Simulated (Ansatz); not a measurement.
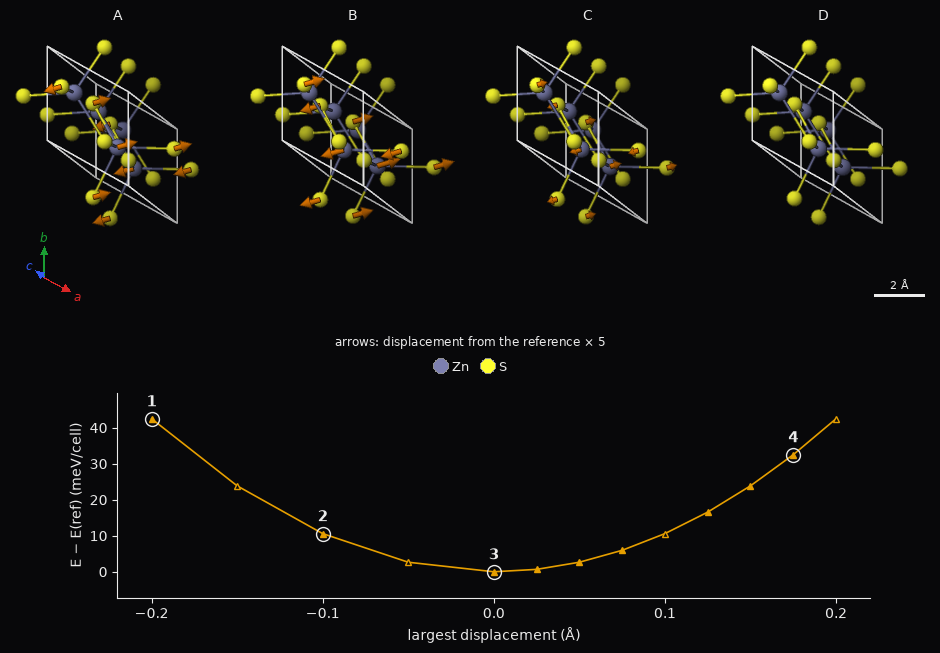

Crystalline ZnS (P6_3mc): a normal mode of wave vector (0, 0, 1/2) of the primitive cell, folded into a doubled cell, (one arbitrary combination within a set of 4 degenerate modes) is frozen in with the cell fixed, the amplitude being the largest displacement of an atom. The frames are shuffled; the numbered points of the plot belong to them. Hollow markers are points alike by symmetry, not computed again. A ball-and-stick model of the cell of the calculation, repeated 1 × 1 × 1 with one cell outlined, seen along the c axis, with a slight tilt. Orange arrows: displacements from the reference.

Computed with DFT PBE, scalar-relativistic, plane waves, PAW in Ansatz. Settings: plane-wave cutoff 420 eV; k-point mesh 12 × 12 × 2; occupations gaussian; smearing width 0.05 eV; no spin polarisation. Energies (free energies at the smearing named) are counted from the relaxed crystal.

Match the frames to the points.

Answer. Point 1 is frame B (the amplitude −0.20 Å, 42.5 meV/cell); 2 is frame C (the amplitude −0.10 Å, 10.6 meV/cell); 3 is frame D (the amplitude 0.00 Å, 0.0 meV/cell); 4 is frame A (the amplitude 0.175 Å, 32.5 meV/cell). The harmonic wavenumber of the mode is 56 cm⁻¹, a stable vibration. The lowest computed point lies at the amplitude 0.00 Å (0.0 meV/cell). The well is symmetric. At the highest point the shortest interatomic distance is 2.34 Å, against 2.36 Å in the reference.
